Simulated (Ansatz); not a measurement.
## Mg12O13: molecular dynamics (part 1 of 4)

Mg12O13 (slab, 25 atoms in the cell), computed with DFT PBE, scalar-relativistic, plane waves, PAW, PAW set soft_1, spin-polarised (Ansatz 0.2.0).

The structure derives from an entry of the Crystallography Open Database. One setting was made poor on purpose. The input holds or restrains some coordinates. It belongs to a series of runs on one base structure; here: dynamics from the start. Figures and captions count atoms from 1; the log counts them from 0 in places.

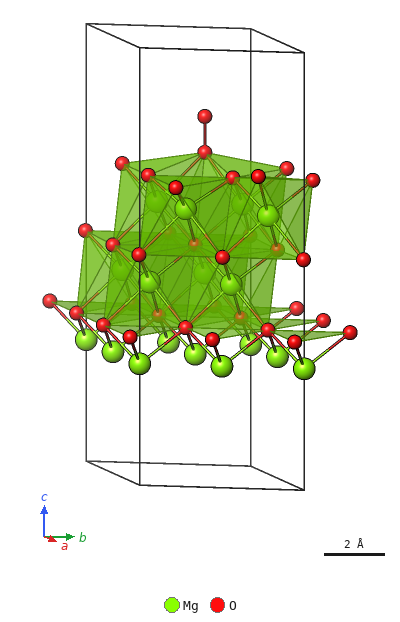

*The input geometry (polyhedral view of the cell of the calculation, with the vacuum cut short, seen slightly off an axis; polyhedra are completed across the faces of the cell). An atom can appear more than once, as a periodic image.*

## Input file
```yaml
crystal:
  lattice:
    - [5.614428, 0.0, 0.0]
    - [2.807214, 4.862237, 0.0]
    - [0.0, 0.0, 18.730201]
  atoms:
    - { symbol: Mg, position: [0.0, 0.0, 0.0533897] }
    - { symbol: O, position: [0.3333333, 0.8333333, 0.1145765] }
    - { symbol: Mg, position: [0.0, 0.5, 0.0533897] }
    - { symbol: O, position: [0.3333333, 0.3333333, 0.1145765] }
    - { symbol: Mg, position: [0.5, 0.0, 0.0533897] }
    - { symbol: O, position: [0.8333333, 0.8333333, 0.1145765] }
    - { symbol: Mg, position: [0.5, 0.5, 0.0533897] }
    - { symbol: O, position: [0.8333333, 0.3333333, 0.1145765] }
    - { symbol: Mg, position: [0.66762242, 0.66473951, 0.18827289] }
    - { symbol: O, position: [0.00270839, 0.50276406, 0.25061337] }
    - { symbol: Mg, position: [0.66762216, 0.16763672, 0.1882693] }
    - { symbol: O, position: [0.00270458, -0.00547666, 0.25060845] }
    - { symbol: Mg, position: [0.16663655, 0.66667633, 0.18719923] }
    - { symbol: O, position: [0.49449806, 0.50274471, 0.25059363] }
    - { symbol: Mg, position: [0.16473237, 0.16763366, 0.18828986] }
    - { symbol: O, position: [0.50002053, -5.97e-06, 0.24646785] }
    - { symbol: Mg, position: [0.33987417, 0.32005639, 0.32080959] }
    - { symbol: O, position: [0.66183095, 0.16214353, 0.38082967], spin: -0.39 }
    - { symbol: Mg, position: [0.33988374, 0.84003915, 0.32078795] }
    - { symbol: O, position: [0.66179703, 0.67600325, 0.38082101], spin: -0.39 }
    - { symbol: Mg, position: [0.83322345, 0.33337494, 0.32925765] }
    - { symbol: O, position: [0.17586119, 0.16202312, 0.38080975], spin: -0.39 }
    - { symbol: Mg, position: [0.81998107, 0.83999036, 0.32087452] }
    - { symbol: O, position: [0.16643889, 0.66671409, 0.40511299], spin: 0.45 }
    - { symbol: O, position: [0.16471364, 0.66750948, 0.47012393], spin: 0.61 }
magnetization:
  spin_polarized: true
basis:
  ecutwfc: 420.0
kpoints:
  mp_grid: { grid: [2, 2, 1] }
hamiltonian:
  xc: pbe
  pseudopotentials: { kind: paw, azcp: { folder: soft_1 } }
scf:
  occupations: { method: fermi_dirac, width: 0.02 }
  lower_state_search: "off"
  max_iter: 63
md:
  timestep: 1
  n_steps: 200
  ensemble: nvt_langevin
  temperature: 600.0
  initial_velocities: maxwell_boltzmann
  seed: 890095
  friction: 0.5
  constraints: [{ sites: [0, 1, 2, 3, 4, 5, 6, 7] }]
```

Launch command:
```bash
ansatz run input.yaml --threads 4 --pin off --max-ram 10240MiB --backend cpu --events-out ev --progress --plain --runs-dir out
```

## Log
```
Warning: md: disabling space-group detection — thermal motion breaks the input geometry's symmetry, so no spatial operation reduces the k-mesh or symmetrises the density; time reversal is kept, so that k and −k are solved as one point where they differ and the mesh holds both, and exact exchange and, on two spinor components, a DFT+U term hold to it where the run has them: on two components no moment then forms, and a state that bears one, which a typed moment (crystal.atoms[].spin; refused beside efield: under a hybrid functional) reaches, can lie lower, under hf by electronvolts; crystal.symmetry.detect: false (a key that needs symmetry detection or time reversal refuses this as the deck is read) with time_reversal: false beside it drops time reversal too
Engine: ansatz 0.2.0, x86_64-unknown-linux-gnu
Pseudopotentials: kind: paw
Pseudopotential: Mg, paw, valence charge 10, recommended cutoff 420 eV (normal), [file]
Pseudopotential: O, paw, valence charge 6, recommended cutoff 420 eV (normal), [file]
Functional definition: PBE
  parameter kappa = 0.804
  parameter beta = 0.06672455060314922
  exchange = pbe_x(kappa = kappa, mu = beta*pi^2/3)
  correlation = pbe_c(beta = beta)
Crystal: 25 atoms, lattice volume = 511.310 Å³
Basis set: ecut = 420 eV, 10023 PW (Γ), exchange–correlation on 80×80×256 points (8 copies of the dense FFT grid, shifted against one another)
Bands: 126, of which v1, the nominal top of the filled ones, is band 99 counted from 1 (98 counted from 0)
Symmetry: 1 space group operations
k-points: 4
Non-local potential: Mg, projectors of the file, l = 0: 3, l = 1: 2, l = 2: 1
Non-local potential: O, projectors of the file, l = 0: 2, l = 1: 2, l = 2: 1
PAW form: soft (Blöchl's): semilocal exchange-correlation on the pseudo side does not see the compensation charge
PAW one-centre angular grid: Mg, 110 points (default); XC on 64 Gauss nodes
PAW one-centre angular grid: O, 110 points (default); XC on 64 Gauss nodes
Initial density: superposition of atomic densities (neutral atoms: chi_scale 0, normalization atom)
Starting moments: Σ|m| = 2.23 μB on 5 of 25 sites
Initial wavefunctions: pseudopotential atomic-orbital guess
Functional: x = pbe(κ = 0.804, μ = 0.2195149727645171), c = pbe(β = 0.06672455060314922)
SCF iter   1: F=—  HF=-30500.515256 eV  |F-HF|=—  |Δ(HF+E_count)|=         —  Δρ=6.68e-2 (↑6.68e-2 ↓5.86e-2)  dr2=1.96e2  dr2_m=4.89e-1  M=0.500 μB ∫|m|=0.707 μB  β_m=0.30  ethr=3.10e-3  ⟨swp⟩=9.1  Hψ=4989  notcnv=0  defer=114
preconditioner: auto → LDOS  [metal: Δε(μ)=0.040 eV  Ē_g=13.264 eV  σ=0.020 eV  W_gap=0.45  n_scr=96 (ndim 8)  ℏωp=14.5 eV  f_vac=0.480  D(μ)=12.00/eV (n_scr^D=66)]
spin=Collinear: LDOS preconditioning applied to the charge; magnetization (m = ρ↑ − ρ↓) channel mixes plain (no charge-response kernel on spin).
SCF iter   2: F=—  HF=-30476.634217 eV  |F-HF|=—  |Δ(HF+E_count)|=    2.39e1  Δρ=3.10e-2 (↑3.10e-2 ↓2.56e-2)  dr2=3.01e1  dr2_m=2.16e-1  M=0.770 μB ∫|m|=1.015 μB  β_m=0.30  ethr=3.10e-3  ⟨swp⟩=3.2  Hψ=1922  notcnv=0  defer=170
preconditioner: auto → Resta (q_TF=auto, 2.329 Å⁻¹)  ε∞=2.2  [insulator: Δε(μ)=0.106 eV  Ē_g=14.800 eV  σ=0.020 eV  W_gap=0.85  n_scr=96 (ndim 8)  ℏωp=16.4 eV  f_vac=0.484  D(μ)=14.16/eV (n_scr^D=84)  ε∞_Penn≈2.2  vacuum switching on, ρ_ref=1.6e-2 e/Å³]
spin=Collinear: Resta preconditioning applied to the charge; magnetization (m = ρ↑ − ρ↓) channel mixes plain (no charge-response kernel on spin).
SCF iter   3: F=—  HF=-30479.328397 eV  |F-HF|=—  |Δ(HF+E_count)|=    2.69e0  Δρ=5.13e-2 (↑3.61e-2 ↓5.13e-2)  dr2=4.72e1  dr2_m=4.03e-1  M=-0.465 μB ∫|m|=0.587 μB  β_m=0.30  ethr=3.10e-3  ⟨swp⟩=3.5  Hψ=1794  notcnv=0  defer=157
SCF iter   4: F=—  HF=-30476.472291 eV  |F-HF|=—  |Δ(HF+E_count)|=    2.86e0  Δρ=3.55e-2 (↑2.59e-2 ↓3.55e-2)  dr2=1.19e2  dr2_m=2.07e-1  M=-0.498 μB ∫|m|=0.592 μB  β_m=0.30  ethr=3.10e-3  ⟨swp⟩=3.0  Hψ=1574  notcnv=0  defer=174
SCF iter   5: F=—  HF=-30473.941403 eV  |F-HF|=—  |Δ(HF+E_count)|=    2.53e0  Δρ=3.55e-2 (↑2.84e-2 ↓3.55e-2)  dr2=2.91e1  dr2_m=7.79e-2  M=-0.194 μB ∫|m|=0.440 μB  β_m=0.30  ethr=3.10e-3  ⟨swp⟩=2.4  Hψ=1200  notcnv=0  defer=172
SCF iter   6: F=—  HF=-30480.160381 eV  |F-HF|=—  |Δ(HF+E_count)|=    6.22e0  Δρ=4.36e-2 (↑4.36e-2 ↓3.53e-2)  dr2=5.75e1  dr2_m=1.04e-1  M=-0.020 μB ∫|m|=0.159 μB  β_m=0.30  ethr=3.10e-3  ⟨swp⟩=4.4  Hψ=1881  notcnv=0  defer=140
SCF iter   7: F=—  HF=-30475.348066 eV  |F-HF|=—  |Δ(HF+E_count)|=    4.81e0  Δρ=3.54e-2 (↑3.54e-2 ↓2.95e-2)  dr2=4.00e1  dr2_m=5.11e-2  M=-0.044 μB ∫|m|=0.168 μB  β_m=0.30  ethr=3.10e-3  ⟨swp⟩=3.0  Hψ=1512  notcnv=0  defer=146
SCF iter   8: F=—  HF=-30473.389546 eV  |F-HF|=—  |Δ(HF+E_count)|=    1.96e0  Δρ=2.63e-2 (↑2.09e-2 ↓2.63e-2)  dr2=1.85e1  dr2_m=1.00e-1  M=0.498 μB ∫|m|=0.606 μB  β_m=0.30  ethr=3.10e-3  ⟨swp⟩=2.0  Hψ=1178  notcnv=0  defer=146
SCF iter   9: F=—  HF=-30472.662650 eV  |F-HF|=—  |Δ(HF+E_count)|=   7.27e-1  Δρ=1.94e-2 (↑1.94e-2 ↓1.40e-2)  dr2=8.17e0  dr2_m=2.12e-1  M=0.867 μB ∫|m|=0.895 μB  β_m=0.30  ethr=3.10e-3  ⟨swp⟩=2.0  Hψ=1282  notcnv=0  defer=146
SCF iter  10: F=—  HF=-30472.394377 eV  |F-HF|=—  |Δ(HF+E_count)|=   2.68e-1  Δρ=1.25e-2 (↑1.25e-2 ↓1.17e-2)  dr2=4.58e-1  dr2_m=6.62e-1  M=0.902 μB ∫|m|=1.751 μB  β_m=1.00  ethr=3.10e-3  ⟨swp⟩=1.5  Hψ=1165  notcnv=0  defer=146
SCF iter  11: F=—  HF=-30472.731227 eV  |F-HF|=—  |Δ(HF+E_count)|=   3.37e-1  Δρ=9.34e-3 (↑7.33e-3 ↓9.34e-3)  dr2=4.05e-1  dr2_m=3.04e-1  M=0.999 μB ∫|m|=2.692 μB  β_m=1.00  ethr=2.31e-4  ⟨swp⟩=2.9  Hψ=1358  notcnv=0  defer=146
SCF iter  12: F=—  HF=-30472.819147 eV  |F-HF|=—  |Δ(HF+E_count)|=   8.79e-2  Δρ=6.02e-3 (↑6.02e-3 ↓2.71e-3)  dr2=3.70e-1  dr2_m=6.58e-2  M=0.595 μB ∫|m|=3.061 μB  β_m=0.30  ethr=2.04e-4  ⟨swp⟩=3.0  Hψ=1744  notcnv=0  defer=155
SCF iter  13: F=—  HF=-30472.943739 eV  |F-HF|=—  |Δ(HF+E_count)|=   1.25e-1  Δρ=5.86e-3 (↑5.86e-3 ↓2.71e-3)  dr2=3.58e-1  dr2_m=5.84e-2  M=0.513 μB ∫|m|=3.146 μB  β_m=0.30  ethr=1.87e-4  ⟨swp⟩=2.4  Hψ=1218  notcnv=0  defer=147
Mixer restart at iter 13: flushing history
spin-set hold released at iteration 13 (site moments contracting): the magnetisation degrees of freedom join the quasi-Newton model from the next iteration; the mixer history was flushed
SCF iter  14: F=—  HF=-30472.984274 eV  |F-HF|=—  |Δ(HF+E_count)|=   4.05e-2  Δρ=4.11e-3 (↑2.67e-3 ↓4.11e-3)  dr2=4.92e-1  dr2_m=2.38e-2  M=0.735 μB ∫|m|=3.096 μB  β_m=0.25  ethr=1.81e-4  ⟨swp⟩=2.9  Hψ=1370  notcnv=0  defer=150
SCF iter  15: F=—  HF=-30472.999426 eV  |F-HF|=—  |Δ(HF+E_count)|=   1.52e-2  Δρ=4.26e-3 (↑4.26e-3 ↓2.50e-3)  dr2=1.57e-1  dr2_m=4.97e-2  M=0.502 μB ∫|m|=3.292 μB  β_m=0.17  ethr=1.81e-4  ⟨swp⟩=2.0  Hψ=1198  notcnv=0  defer=149
SCF iter  16: F=—  HF=-30473.016349 eV  |F-HF|=—  |Δ(HF+E_count)|=   1.69e-2  Δρ=3.53e-3 (↑3.53e-3 ↓1.81e-3)  dr2=1.09e-1  dr2_m=2.95e-2  M=0.503 μB ∫|m|=3.301 μB  β_m=0.20  ethr=7.90e-5  ⟨swp⟩=2.5  Hψ=1070  notcnv=0  defer=149
SCF iter  17: F=—  HF=-30473.061137 eV  |F-HF|=—  |Δ(HF+E_count)|=   4.48e-2  Δρ=3.27e-3 (↑3.27e-3 ↓1.06e-3)  dr2=4.62e-1  dr2_m=9.80e-3  M=0.724 μB ∫|m|=3.154 μB  β_m=0.15  ethr=5.52e-5  ⟨swp⟩=2.4  Hψ=1343  notcnv=0  defer=178  recentre
SCF iter  18: F=—  HF=-30473.046378 eV  |F-HF|=—  |Δ(HF+E_count)|=   1.48e-2  Δρ=2.73e-3 (↑2.73e-3 ↓9.08e-4)  dr2=1.04e-1  dr2_m=1.41e-2  M=0.501 μB ∫|m|=3.343 μB  β_m=0.30  ethr=5.52e-5  ⟨swp⟩=2.8  Hψ=1068  notcnv=0  defer=178
SCF iter  19: F=—  HF=-30473.052980 eV  |F-HF|=—  |Δ(HF+E_count)|=   6.60e-3  Δρ=2.88e-3 (↑2.88e-3 ↓4.01e-4)  dr2=2.74e-1  dr2_m=8.74e-3  M=0.680 μB ∫|m|=3.224 μB  β_m=0.32  ethr=5.24e-5  ⟨swp⟩=2.0  Hψ=1406  notcnv=0  defer=178  recentre
SCF iter  20: F=—  HF=-30473.048844 eV  |F-HF|=—  |Δ(HF+E_count)|=   4.14e-3  Δρ=1.47e-3 (↑1.47e-3 ↓3.43e-4)  dr2=4.53e-2  dr2_m=3.39e-3  M=0.513 μB ∫|m|=3.364 μB  β_m=0.45  ethr=5.24e-5  ⟨swp⟩=2.1  Hψ=911  notcnv=0  defer=178
SCF iter  21: F=—  HF=-30473.047461 eV  |F-HF|=—  |Δ(HF+E_count)|=   1.38e-3  Δρ=3.31e-4 (↑3.31e-4 ↓7.80e-5)  dr2=2.53e-3  dr2_m=1.63e-4  M=0.544 μB ∫|m|=3.348 μB  β_m=0.44  ethr=2.29e-5  ⟨swp⟩=2.0  Hψ=1049  notcnv=0  defer=178
SCF iter  22: F=—  HF=-30473.047411 eV  |F-HF|=—  |Δ(HF+E_count)|=   4.97e-5  Δρ=1.69e-4 (↑1.69e-4 ↓3.18e-5)  dr2=9.05e-4  dr2_m=2.76e-5  M=0.558 μB ∫|m|=3.337 μB  β_m=0.38  ethr=1.28e-6  ⟨swp⟩=2.0  Hψ=971  notcnv=0  defer=178
SCF iter  23: F=—  HF=-30473.047399 eV  |F-HF|=—  |Δ(HF+E_count)|=   1.23e-5  Δρ=8.48e-5 (↑8.48e-5 ↓1.73e-5)  dr2=2.41e-4  dr2_m=7.46e-6  M=0.554 μB ∫|m|=3.341 μB  β_m=0.43  ethr=4.57e-7  ⟨swp⟩=1.8  Hψ=855  notcnv=0  defer=178
SCF iter  24: F=—  HF=-30473.047400 eV  |F-HF|=—  |Δ(HF+E_count)|=   9.18e-7  Δρ=2.19e-5 (↑2.19e-5 ↓1.39e-5)  dr2=7.45e-6  dr2_m=1.06e-6  M=0.548 μB ∫|m|=3.347 μB  β_m=0.49  ethr=1.22e-7  ⟨swp⟩=1.9  Hψ=1023  notcnv=0  defer=178
SCF iter  25: F=—  HF=-30473.047738 eV  |F-HF|=—  |Δ(HF+E_count)|=   3.38e-4  Δρ=3.79e-5 (↑3.79e-5 ↓1.40e-5)  dr2=4.71e-5  dr2_m=2.14e-6  M=0.545 μB ∫|m|=3.350 μB  β_m=0.49  ethr=3.76e-9  ⟨swp⟩=2.1  Hψ=1332  notcnv=0  defer=178
SCF iter  26: F=—  HF=-30473.047740 eV  |F-HF|=—  |Δ(HF+E_count)|=   1.67e-6  Δρ=2.21e-5 (↑2.21e-5 ↓9.81e-6)  dr2=1.57e-5  dr2_m=6.08e-7  M=0.543 μB ∫|m|=3.352 μB  β_m=0.41  ethr=3.76e-9  ⟨swp⟩=2.1  Hψ=1124  notcnv=0  defer=178
SCF iter  27: F=—  HF=-30473.047741 eV  |F-HF|=—  |Δ(HF+E_count)|=   1.86e-6  Δρ=6.35e-6 (↑6.35e-6 ↓4.41e-6)  dr2=1.70e-7  dr2_m=1.09e-7  M=0.540 μB ∫|m|=3.355 μB  β_m=0.59  ethr=3.76e-9  ⟨swp⟩=2.8  Hψ=1099  notcnv=0  defer=178
SCF iter  28: F=—  HF=-30473.047742 eV  |F-HF|=—  |Δ(HF+E_count)|=   8.70e-7  Δρ=4.08e-6 (↑4.08e-6 ↓3.13e-6)  dr2=4.05e-7  dr2_m=2.74e-8  M=0.538 μB ∫|m|=3.358 μB  β_m=0.59  ethr=5.05e-11  ⟨swp⟩=6.0  Hψ=3317  notcnv=0
SCF iter  29: F=—  HF=-30473.047742 eV  |F-HF|=—  |Δ(HF+E_count)|=   1.25e-7  Δρ=4.01e-6 (↑4.01e-6 ↓2.33e-6)  dr2=2.06e-7  dr2_m=1.30e-8  M=0.537 μB ∫|m|=3.358 μB  β_m=0.45  ethr=8.58e-11  ⟨swp⟩=3.0  Hψ=1282  notcnv=0  defer=178
[...]
  greatest PAW one-centre occupation: 1.000 electrons in one spin orbital (limit 2), on the Mg atom at site 18 (counted from 0), in its partial waves of l = 1
md step     0: t =     0.00 fs  T =   600.0 K  F+E_penalty+E_count = -30473.04774242 eV  E_kin = 1.318452 eV  (30 SCF iters)
Initial density: handed on by an earlier stage of this run
Starting moments: Σ|m| = 2.23 μB on 5 of 25 sites; this step starts from the density that it was given
Initial wavefunctions: those handed on with the density
preconditioner: auto → Resta (q_TF=auto, 2.329 Å⁻¹)  ε∞=2.4  [insulator: Δε(μ)=0.462 eV  Ē_g=13.902 eV  σ=0.020 eV  W_gap=0.54  n_scr=96 (ndim 8)  ℏωp=16.4 eV  f_vac=0.483  D(μ)=9.42/eV (n_scr^D=52)  ε∞_Penn≈2.4  vacuum switching on, ρ_ref=1.4e-2 e/Å³]
spin=Collinear: Resta preconditioning applied to the charge; magnetization (m = ρ↑ − ρ↓) channel mixes plain (no charge-response kernel on spin).
  greatest PAW one-centre occupation: 1.000 electrons in one spin orbital (limit 2), on the Mg atom at site 22 (counted from 0), in its partial waves of l = 1
md step     1: t =     1.00 fs  T =   648.7 K  F+E_penalty+E_count = -30473.03870652 eV  E_kin = 1.425416 eV  (15 SCF iters)
[... from here on the SCF iterations and repeated set-up lines of each step are left out, up to the last step ...]
md step     2: t =     2.00 fs  T =   512.4 K  F+E_penalty+E_count = -30473.00964372 eV  E_kin = 1.126025 eV  (14 SCF iters)
md step     3: t =     3.00 fs  T =   567.1 K  F+E_penalty+E_count = -30472.96468578 eV  E_kin = 1.246077 eV  (11 SCF iters)
md step     4: t =     4.00 fs  T =   479.7 K  F+E_penalty+E_count = -30472.93313904 eV  E_kin = 1.054061 eV  (11 SCF iters)
md step     5: t =     5.00 fs  T =   716.6 K  F+E_penalty+E_count = -30472.92394907 eV  E_kin = 1.574630 eV  (12 SCF iters)
md step     6: t =     6.00 fs  T =   526.4 K  F+E_penalty+E_count = -30472.91426407 eV  E_kin = 1.156617 eV  (10 SCF iters)
md step     7: t =     7.00 fs  T =   704.7 K  F+E_penalty+E_count = -30472.91128304 eV  E_kin = 1.548428 eV  (14 SCF iters)
md step     8: t =     8.00 fs  T =   579.6 K  F+E_penalty+E_count = -30472.90192150 eV  E_kin = 1.273669 eV  (13 SCF iters)
md step     9: t =     9.00 fs  T =   549.8 K  F+E_penalty+E_count = -30472.88775884 eV  E_kin = 1.208150 eV  (16 SCF iters)
md step    10: t =    10.00 fs  T =   644.5 K  F+E_penalty+E_count = -30472.86794554 eV  E_kin = 1.416191 eV  (11 SCF iters)
md step    11: t =    11.00 fs  T =   599.6 K  F+E_penalty+E_count = -30472.84781726 eV  E_kin = 1.317498 eV  (13 SCF iters)
```
